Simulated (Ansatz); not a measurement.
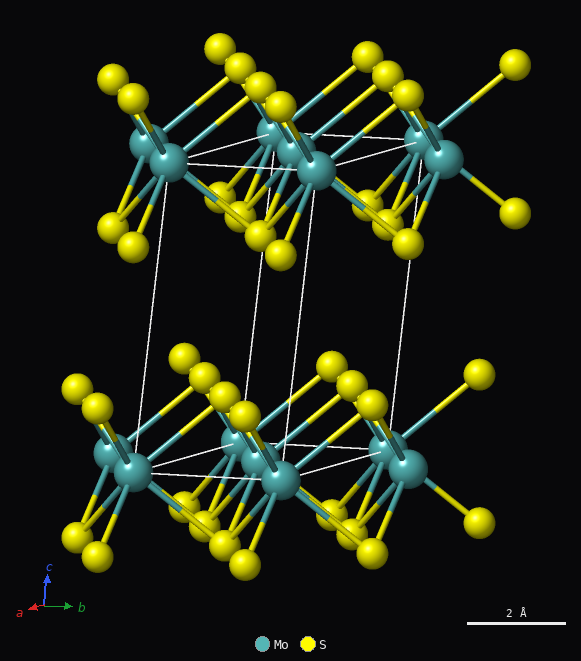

Crystal structure, ball-and-stick style, seen slightly off an axis. The outline marks the conventional unit cell. Periodic images bonded to atoms of the box are shown as well.

MoS2, space group Cm (No. 8), a = 5.500 Å, b = 3.302 Å, c = 6.460 Å, α = 90.00°, β = 106.49°, γ = 90.00°. The structure comes from a structure type filled with these elements by a generator (whether the compound takes this form wasn't checked). The cell was then strained or its atoms displaced on purpose. An electronic-structure calculation with Ansatz was run on it.

This one geometry was computed with Ansatz (DFT, plane waves, PAW) at three levels of theory: r2SCAN, PBE and HSE06.

Q: Which level gives the highest pressure at this volume, and what does that say about its equilibrium volume?

A: Highest: PBE (-1.2 GPa), which points to the largest equilibrium volume. Lowest, with the smallest volume: HSE06 (-5.8 GPa). Levels within 0.5 GPa of each other can't be told apart.

Q: How does the band gap change with the level of theory?

A: PBE: a gap of 0.61 eV, indirect; r2SCAN: a gap of 0.66 eV, indirect; HSE06: a gap of 1.03 eV, indirect.

Q: Collect the results in a table.

A:
| level | cutoff (eV) | k-mesh of the run's cell | gap (eV) | pressure (GPa) |
| --- | --- | --- | --- | --- |
| r2SCAN | 500 | 10×10×10 | 0.66 | -2.5 |
| PBE | 420 | 10×10×10 | 0.61 | -1.2 |
| HSE06 | 420 | 6×6×6 | 1.03 | -5.8 |

Gaps are taken on the k-mesh or band path of each run.
